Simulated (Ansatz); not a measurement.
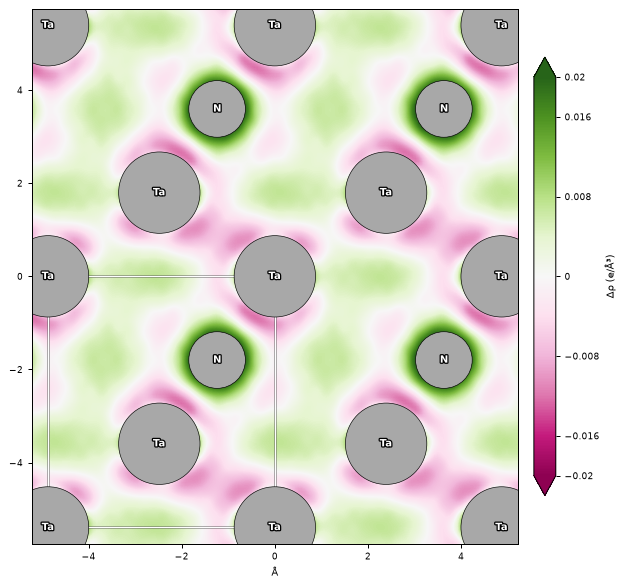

Ta2N. Difference of the valence pseudo-densities of two functionals at the same geometry, on the (110) plane of the calculation cell: r2SCAN0 less HSESOL.

Space group P-3m1; a structure from a database of computed crystals, not necessarily the ambient phase.

Both computed with Ansatz (plane waves, PAW), on the same k-point mesh. Grey discs cover the atomic cores.

Q: Where does the change of functional move the electrons?

A: Against HSESOL, r2SCAN0 gives less density around Ta (−0.005 e/Å³ on average at 1.2 Å from the nucleus), more density around N (+0.011 e/Å³ on average at 0.8 Å from the nucleus), more density in the space between the atoms (+0.004 e/Å³ on average) and a change of −0.009 e/Å³ at the midpoint of Ta–N and −0.007 e/Å³ at the midpoint of Ta–Ta.
